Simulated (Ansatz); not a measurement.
Consider Pb.

```cif
data_structure
_symmetry_space_group_name_H-M 'P 1'
_symmetry_Int_Tables_number 1
_cell_length_a 6.6160
_cell_length_b 6.6160
_cell_length_c 3.5244
_cell_angle_alpha 62.011
_cell_angle_beta 117.989
_cell_angle_gamma 120.000
_cell_volume 112.28
loop_
_atom_site_label
_atom_site_type_symbol
_atom_site_fract_x
_atom_site_fract_y
_atom_site_fract_z
_atom_site_occupancy
Pb1 Pb 0.00000 0.50000 0.00000 1
Pb2 Pb 0.50000 0.50000 0.00000 1
Pb3 Pb 0.00000 0.00000 0.00000 1
Pb4 Pb 0.50000 0.00000 0.00000 1
```

Space group R-3m; a structure from a database of computed crystals, not necessarily the ambient phase; changed on purpose from its base cell (band edges of the strained film's bulk); computed pressure about 2 GPa in this cell.

The calculation used DFT LDA, scalar-relativistic, plane waves, PAW in Ansatz.

Question: What will maps of the valence pseudo-density and electron localisation function show?

Answer: Pb–Pb (3.31 Å): ρ at the midpoint is about 0.16 e/Å³; the ELF is about 0.25 at the midpoint; no localised pair shows between them.
Pb–Pb (3.52 Å): the density is about 0.12 e/Å³ at the midpoint; the ELF is about 0.20 at the midpoint (no localised pair shows between them).

Question: Does the calculation make it a metal, or give it a gap?

Answer: It is gapless in this calculation (a metal or semimetal).

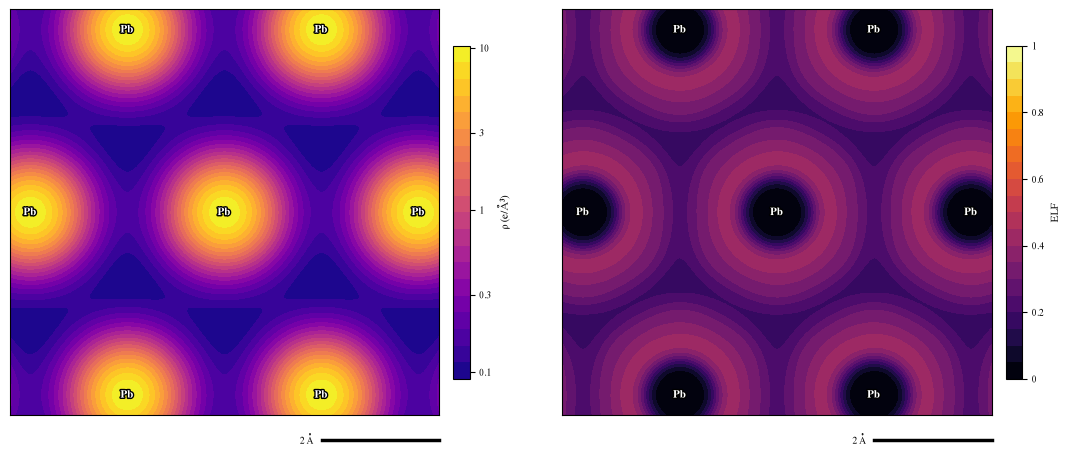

Computed valence pseudo-density and electron localisation function on the (010) plane of the calculation cell, in this order. 
